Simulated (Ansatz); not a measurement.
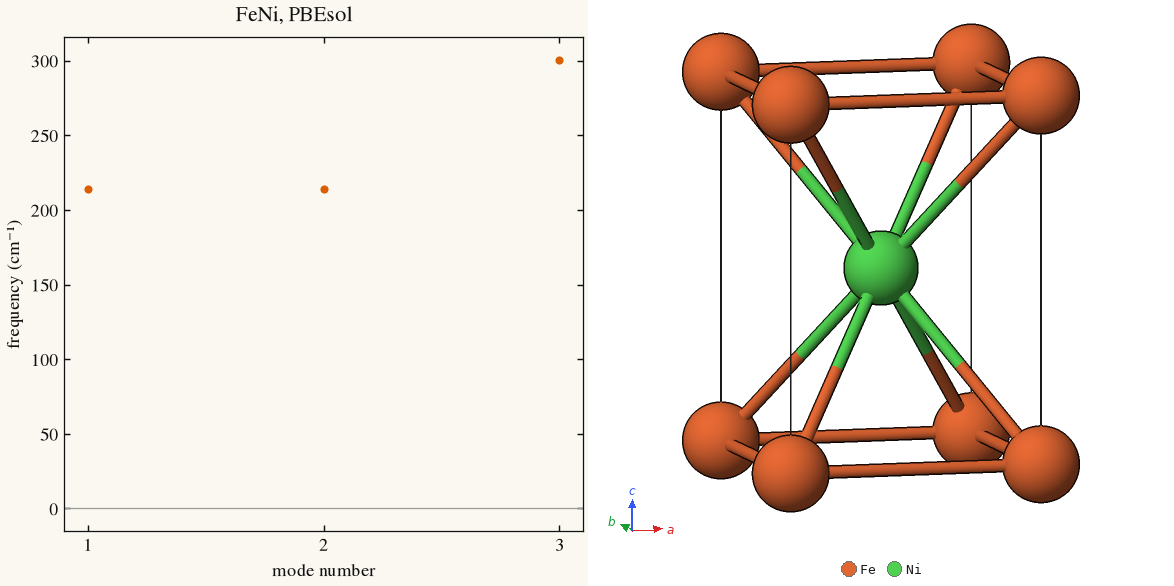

Plotted: zone-centre optical phonon frequencies (the three acoustic modes are left out) for FeNi, space group P4/mmm (No. 123). The conventional cell is drawn beside the plot.

Structure:
```cif
data_structure
_symmetry_space_group_name_H-M 'P 1'
_symmetry_Int_Tables_number 1
_cell_length_a 2.4680
_cell_length_b 2.4680
_cell_length_c 3.5334
_cell_angle_alpha 90.000
_cell_angle_beta 90.000
_cell_angle_gamma 90.000
_cell_volume 21.52
loop_
_atom_site_label
_atom_site_type_symbol
_atom_site_fract_x
_atom_site_fract_y
_atom_site_fract_z
_atom_site_occupancy
Fe1 Fe 0.00000 0.00000 0.00000 1
Ni1 Ni 0.50000 0.50000 0.50000 1
```

How it was computed, with Ansatz 0.2.0: harmonic phonon frequencies at the zone centre with atoms at rest in the given cell, without the long-range term of polar modes, the three translations left out, imaginary frequencies are negative; plane waves with PAW datasets, Γ-centred k mesh. Level: PBEsol, collinear spin. The state reached is ferromagnetic.

```
       setting            value
   wave cutoff           420 eV
        k mesh         16×16×12
   occupations         Gaussian
smearing width           0.2 eV
      pressure            0 GPa
 phonon method  linear response
```

This calculation gives: highest mode 300.5 cm⁻¹ and lowest optical mode 213.8 cm⁻¹.

Now the cell is compressed by 2.7 % in volume, to 10.47 Å³/atom, with shape and atoms relaxed (pressure 6 GPa against 0). How do these quantities change?

The highest mode rises from 300.5 to 316.0 cm⁻¹ (+5.2 %) and the lowest optical mode rises from 213.8 to 223.3 cm⁻¹ (+4.4 %). The shift of the highest mode amounts to a Grüneisen parameter of 1.85.

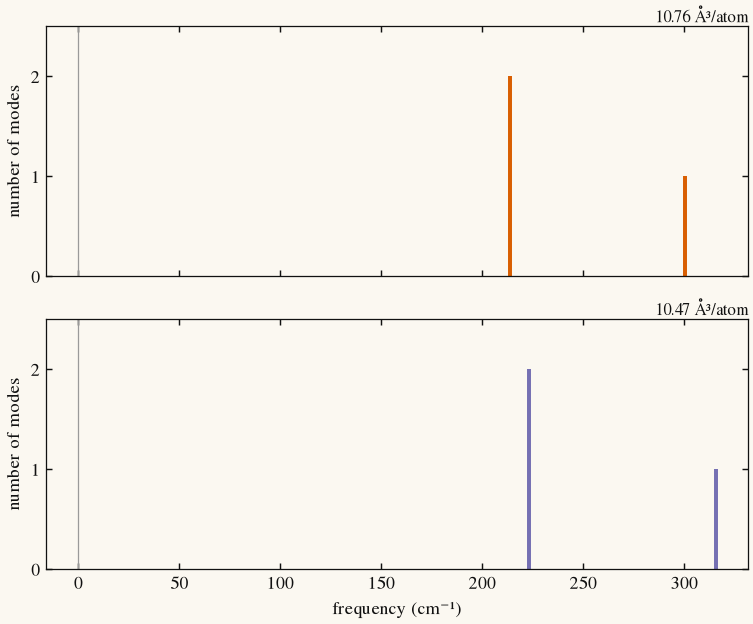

The two results together.

For both, limits of the calculation: metal sensitive to the k mesh.
